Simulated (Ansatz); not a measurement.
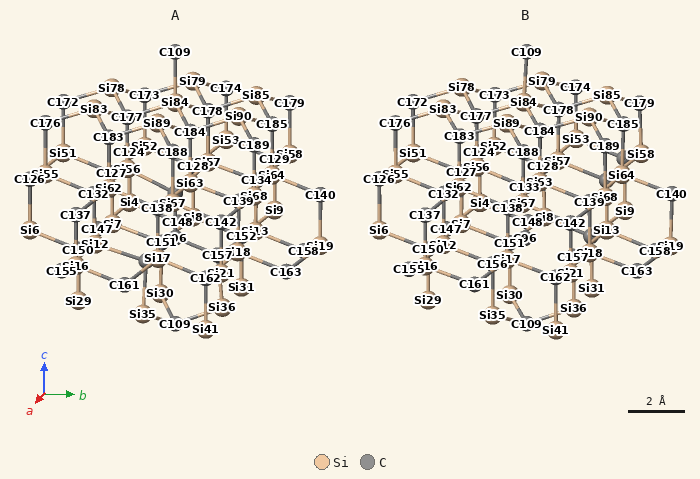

Two geometries of a defect cell of composition Si₉₅C₉₇ (cell charge +1), drawn at one scale. One is the start of a relaxation, the other its converged end. A ball-and-stick model of the atoms within 5.8 Å of the atom that moves most (axes of the cell of the calculation (origin shifted)), seen slightly off an axis.

Level of theory: DFT, PBEsol, PAW, plane waves in Ansatz. Settings: plane-wave cutoff 420 eV; k-point mesh 1 × 1 × 1; mesh shifted by (0.25, 0.25, 0.25); collinear spin; atoms relaxed in a fixed cell; force threshold 0.03 eV/Å; at most 80 steps.

**Which geometry has the lower energy?**

Structure A is the relaxed one. The energy falls by 4.383 eV per cell of the calculation in 4 geometry steps. The largest force component goes from 2.8 to 0.027 eV/Å. The atom that moves furthest is C133 (0.24 Å along −c). By element the largest moves are C 0.24 Å, Si 0.10 Å. The lattice vectors keep their values. Some distances before and after: C96–C133 1.905 → 1.657 Å, C96–C151 1.873 → 1.652 Å, C96–C157 1.864 → 1.654 Å, C96–C156 1.864 → 1.659 Å. Among the angles between lasting bonds that change: Si17–C162–Si18 113.7° → 106.2°, C157–Si13–C158 108.1° → 114.6°, C133–Si63–C184 108.8° → 114.9°. The program noted that the starting moments weren't kept. The run took 39 s on 1 × NVIDIA GB300 Max-Q with 8 threads of Arm Neoverse-V2, peak memory 2.6 GiB.

Limits of the set-up: the cell is charged, on a uniform background, and energies carry no finite-size correction.
